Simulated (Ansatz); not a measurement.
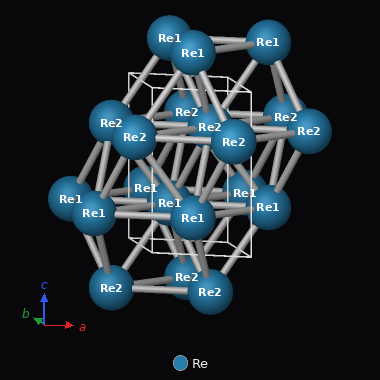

The system is Re (P6_3/mmc, No. 194; 2 atoms in the cell); the picture shows the reference structure. 
- The energy is mapped over two homogeneous strains (x along [1 0 0], y along [1 2 0], z along [0 0 1] of the conventional cell).
- Coordinates scanned: (1) engineering shear strain xz; (2) engineering shear strain yz.
- Nothing is relaxed (fractional coordinates fixed).
- Grid: 7 × 7 points; 16 points were computed and 33 follow by symmetry.
- Points are written as (first, second).
- Energies: meV/atom, counted from the lowest grid point.
- All numbers below come from Ansatz 0.2.0, DFT PBE, scalar-relativistic, plane waves, PAW. Settings: cutoff 420 eV, k-mesh 18×18×10 in the order of the run's cell vectors, gaussian smearing 0.15 eV, no spin polarisation.

Its coordinates:

```xyz
2
Lattice="2.7748 0.0000 0.0000 -1.3874 2.4031 0.0000 0.0000 0.0000 4.4842" Properties=species:S:1:pos:R:3 pbc="T T T"
Re    0.0000    1.6020    1.1211
Re    1.3874    0.8010    3.3632
```

The input of one point:

```yaml
crystal:
  lattice:
    - [2.7748241524, 0.0, 0.0]
    - [-1.3874120762, 2.403068207, 0.0]
    - [0.0, 0.0, 4.4842238099]
  atoms:
    - { symbol: Re, position: [0.3333333333, 0.6666666667, 0.25] }
    - { symbol: Re, position: [0.6666666667, 0.3333333333, 0.75] }
basis:
  ecutwfc: 420
kpoints:
  mp_grid: { grid: [18, 18, 10] }
hamiltonian:
  xc: pbe
  pseudopotentials: { kind: paw }
scf:
  occupations: { method: gaussian, width: 0.15 }
output:
  forces: true
  stress: true
  eigenvalues: true
```

Range: engineering shear strain xz from −22.0 to 22.0 %; engineering shear strain yz from −22.0 to 22.0 %.

### Predict the map.

The lowest grid point is at (0.0 %, 0.0 %). No other kind of well shows on this grid. The highest grid point, (−22.0 %, −22.0 %), lies 606 meV/atom above the lowest. Round the minimum the contours are nearly round: the two directions are equally stiff and uncoupled.

```csv
"second ↓, first →",−22.0,−14.7,−7.3,0.0,7.3,14.7,22.0
22.0,606,455,357,321,357,455,606
14.7,448,291,191,154,191,291,448
7.3,355,189,80,40,80,189,355
0.0,326,155,40,0,40,155,326
−7.3,355,189,80,40,80,189,355
−14.7,448,291,191,154,191,291,448
−22.0,606,455,357,321,357,455,606
```

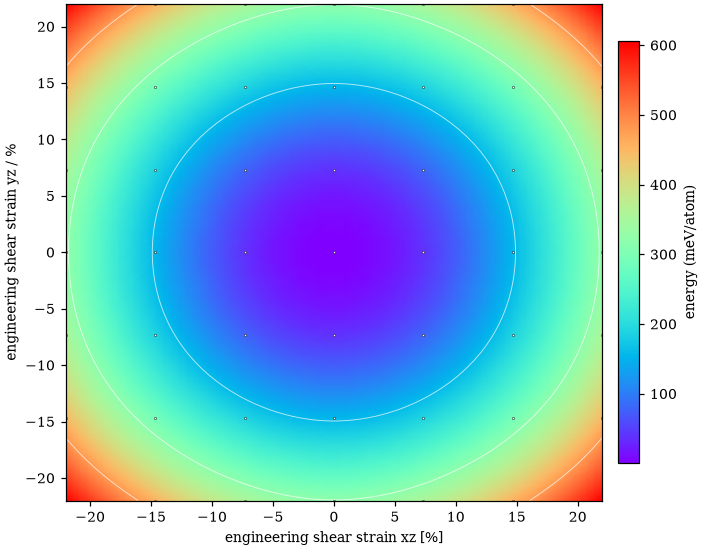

The picture shows a smooth colour map with a few white contour lines, dots at the grid points. Between grid points the surface is interpolated.

Each point was launched as `ansatz run input.yaml --threads 1 --pin off --max-ram 2048MiB --backend cpu --events-out ev --progress --plain --runs-dir out`. Time for the 16 points that were run: 17 min on 1 thread of Arm Neoverse N1, on a shared host.
